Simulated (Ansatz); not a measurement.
# CaF: what the fields show

The calculation's input:

```
crystal:
  lattice:
    - [3.376122695, 0.0, 0.0]
    - [0.0, 3.376122695, 0.0]
    - [0.0, 0.0, 3.376122695]
  atoms:
    - { symbol: Ca, position: [0.5, 0.5, 0.5] }
    - { symbol: F, position: [0.0, 0.0, 0.0] }
basis:
  ecutwfc: 420
kpoints:
  mp_grid: { grid: [16, 16, 16] }
hamiltonian:
  xc: pbe
scf:
  occupations: { method: gaussian, width: 0.1 }
output:
  forces: true
  stress: true
  eigenvalues: true
  write_density: true
  write_potential: true
  elf: true
  volumetric_format: npy
relax:
  adjacent_minimum: "off"
  f_tol: 0.01
  max_steps: 80
  cell: { stress_tol: 0.05 }
```

Run with:

```sh
ansatz run input.yaml --threads 1 --pin off --max-ram 2560MiB --backend cpu --events-out ev --progress --plain --runs-dir out
```

Below, planes, directions and counts refer to the conventional cell (a = 3.38 Å, b = 3.38 Å, c = 3.38 Å, α = 90.00°, β = 90.00°, γ = 90.00°).

The fields are those of the relaxed geometry.

Space group Pm-3m; a structure generated by program, which may or may not match a known phase; computed without spin polarisation.

Computed with DFT PBE, scalar-relativistic, plane waves, PAW in Ansatz.

Core electrons are frozen (PAW), and the valence fields are smoothed inside the atomic spheres.

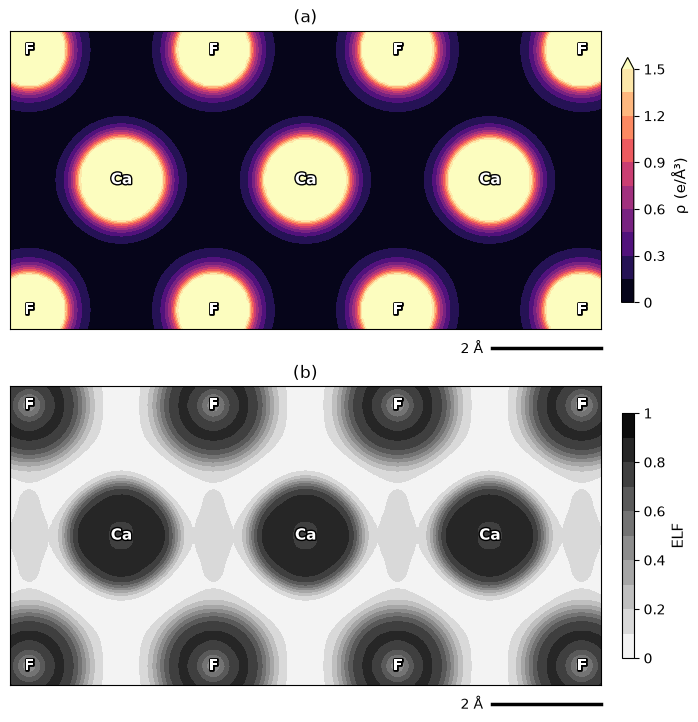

Figure 1. (a) valence electron density; (b) ELF on the (110) plane of the conventional cell.

### What does the map show?

The plane passes through Ca and F nuclei. Ca–F (2.92 Å): ρ at the midpoint is about 0.08 e/Å³; the ELF is about 0.05 at the midpoint (no shared electron pair shows on this line). Between the atoms the lowest density in this plane is 0.05 e/Å³. The features right at Ca lie inside the PAW spheres, where the map follows smoothed inner orbitals and isn't to be read closely.

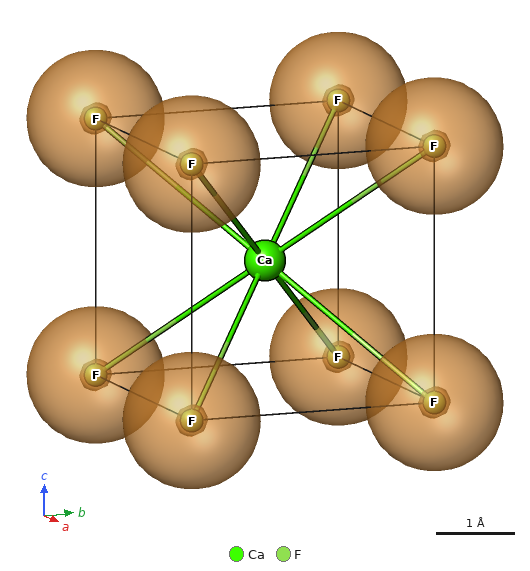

Figure 2. Isosurface of the ELF at 0.6 (orange), seen slightly off an axis. Only the valence region is drawn (cores and ρ < 0.01 e/Å³ removed). Sticks mark near contacts.

### Identify the bonds, lone pairs and shells in this picture.

The surface consists of one region wrapped around F (its valence shell), counted in one cell of 2 atoms. Regions shared between cells count once.

### Does the calculation give a band gap?

It is metallic or semimetallic at this level of theory: no gap opens.
